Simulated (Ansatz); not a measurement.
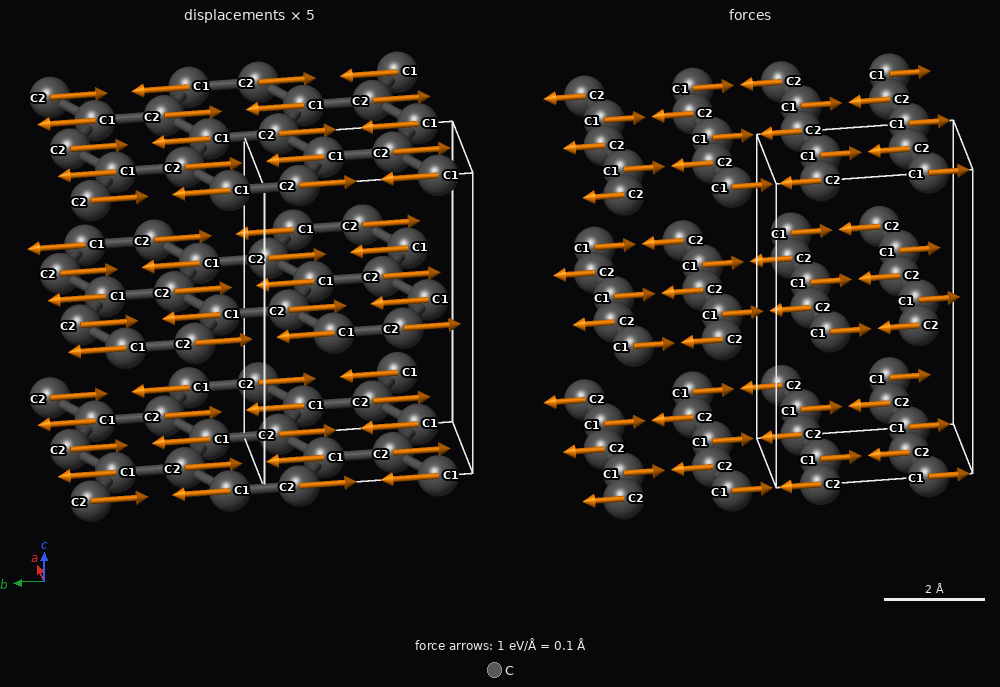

Left: a symmetric starting cell of C, with orange arrows for the displacements applied to it (without the part that the change of the cell carries along). Right: the displaced structure with the computed forces. Besides, the cell is strained by +1.1 % along c, −4.3 % along a, −5.6 % along b (volume −8.6 %). A ball-and-stick model of the conventional cell (4 times the calculation's cell), repeated 2 × 2 × 1 with one cell outlined, seen from a free direction. Lengths and directions refer to the drawn axes.

All numbers below come from Ansatz 0.2.0, DFT PBEsol, scalar-relativistic, plane waves, PAW. (plane-wave cutoff 420 eV; k-point mesh 14 × 14 × 14; occupations gaussian; smearing width 0.02 eV; no spin polarisation)

Where do the forces point?

Answer. Atoms are displaced by 0.24 Å relative to the cell: C1 0.24 Å along +b. No relaxation follows. The starting cell wasn't computed here and needn't be at equilibrium, so pressure and forces aren't due to the change alone. The pressure is 114.8 GPa (not all of it need come from the change, since the unchanged cell can be under pressure at this level too). The principal stresses (compression positive) are 260.9 GPa along a, 82.1 GPa along b, 1.3 GPa along c. The largest forces, 8.5 eV/Å, act on C1 and C2; on C1 it points along −b. The forces point straight back along the displacements (cosine −1.00). Some distances before and after: C–C 1.418 → 1.192 to 1.811 Å. The space group stays Fmmm (No. 69).
